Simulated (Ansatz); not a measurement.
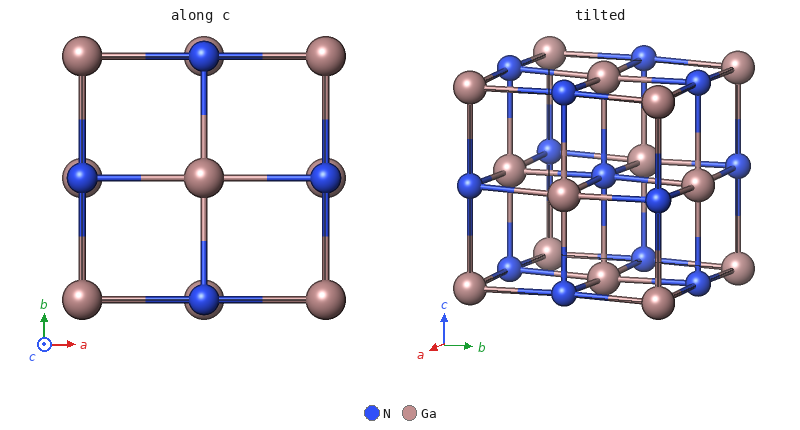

A ball-and-stick rendering, viewed along the c axis and slightly off an axis. The wireframe shows the drawn cell (a repeat of the simulation cell).

GaN, a = 4.27 Å, b = 4.27 Å, c = 4.27 Å, α = 90.00°, β = 90.00°, γ = 90.00°.

The numbers come from DFT r2SCAN, scalar-relativistic, plane waves, PAW (Ansatz), using wavefunction cutoff 500 eV, k-points about 0.21 Å⁻¹ apart, Gaussian smearing of 0.02 eV, no spin polarisation.

Question: What does the calculation say: metal or gapped?

Answer: A semiconductor at this level, with a gap of 0.91 eV on the k-mesh (the true edges may lie between mesh points, so the gap can be somewhat smaller).

Question: Under what pressure is the structure?

Answer: The computed pressure is -8.2 GPa (stretched: it would shrink).

Provenance: a structure listed in the Materials Project. The cell was then strained or its atoms displaced on purpose. It went into a calculation with Ansatz.

At this level of theory the cell isn't at rest (stretched, at -8 GPa), so its distances can differ from those at equilibrium, the more so the softer the solid.
